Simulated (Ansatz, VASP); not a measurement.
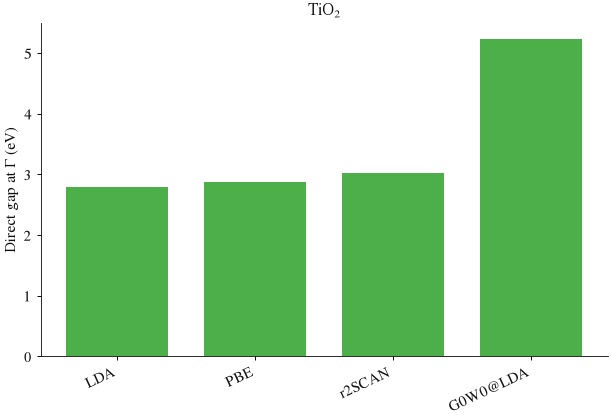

Direct gap at Γ, by several methods on one cell of TiO₂, space group R-3m (No. 166), 3 atoms in the primitive cell; a = 2.995 Å, c = 20.945 Å (hexagonal axes). All runs are without spin-orbit coupling and carry no moments. The smallest gap is indirect or lies off these points.

**How do the methods rank at Γ?**

From low to high: LDA 2.80, PBE 2.87, r2SCAN 3.02, G0W0@LDA 5.23 eV.

| method | program | Γ (eV) |
| --- | --- | --- |
| LDA | Ansatz LAPW | 2.80 |
| PBE | Ansatz LAPW | 2.87 |
| r2SCAN | VASP | 3.02 |
| G0W0@LDA | VASP | 5.23 |

Settings. LDA: all-electron LAPW, 10×10×10 k mesh, Fermi-Dirac smearing of 0.05 eV (Ansatz). PBE: all-electron LAPW, 10×10×10 k mesh, Fermi-Dirac smearing of 0.05 eV (Ansatz). r2SCAN: VASP PAW PBE potentials, release 64 (Ti, O), 11×11×11 k mesh, 900 eV cutoff, Gaussian smearing of 0.05 eV (VASP 6.6.1). G0W0@LDA: LDA, VASP PAW LDA potentials, release 64 (Ti_sv_GW, O_GW), 6×6×6 k mesh, 500 eV cutoff, Gaussian smearing of 0.01 eV (VASP 6.6.1), G0W0 with GW iterations 1, cutoff of the response function 150 eV, frequency points 50 and empty bands 226.

These are four of the 5 methods that were run on this cell. The runs come from different programs and meshes, which adds differences of its own. The usual form of TiO2 is rutile or anatase. LDA, GGA and most meta-GGA functionals understate gaps. r2SCAN: the PAW data sets were made with another functional. G0W0@LDA: bands, screening cutoff and mesh are small and nothing is extrapolated, so the quasiparticle values aren't converged. Over all k points computed the smallest gap is 2.62 eV in LDA, 2.69 eV in PBE, 2.83 eV in r2SCAN and 5.06 eV in G0W0@LDA, and a mesh with an odd division can miss a smaller one. The GW values are at finite bands, cutoffs and mesh, short of the basis limit.
